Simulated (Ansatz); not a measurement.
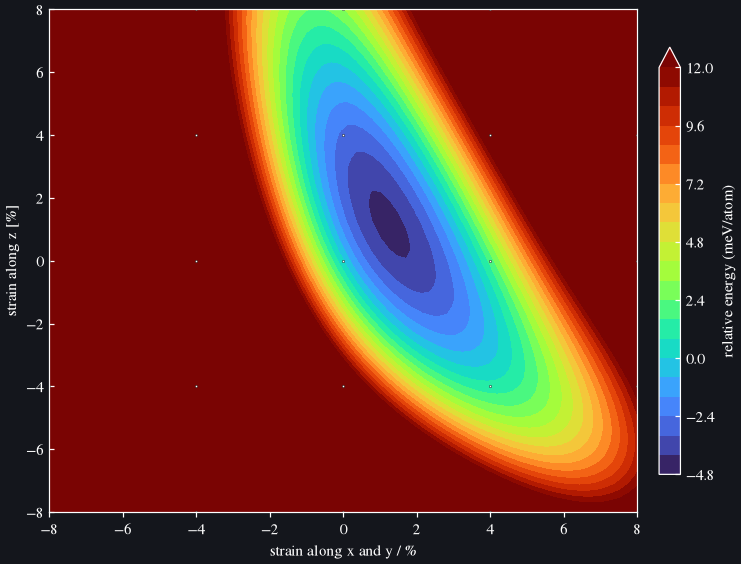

AgCl (Fm-3m, No. 225; 2 atoms in the cell). 
- The cell is strained homogeneously, by one strain along x and y and another along z, with fractional coordinates fixed (x, y and z along the cube axes).
- First axis: strain along x and y. Second axis: strain along z.
- The scan uses a 5 × 5 grid.
- Points are written as (first, second).
- Energies: meV/atom, counted from the unstrained cell.
- The reference cell is the one listed in the database, not relaxed at this level.
- Theory: DFT PBE, scalar-relativistic, plane waves, PAW (Ansatz). Settings: cutoff 420 eV, k-mesh 8×8×8, gaussian smearing 0.05 eV, no spin polarisation.

In the figure: filled contours, dots at the grid points, one colour for all values above the top of the scale. Between grid points the surface is interpolated.

Estimate the clamped-ion elastic constants that this map fixes.

With the cell volume of 42.7 Å³, the curvatures of the interpolated surface at its minimum give C₁₁ + C₂₂ + 2C₁₂ ≈ 178 GPa, C₃₃ ≈ 53 GPa and C₁₃ + C₂₃ ≈ 74 GPa (clamped ions, Cartesian axes of the cell). A stretch of 1 % along z with free sides (kept equal in x and y) would change the in-plane lengths by about −0.42 %.
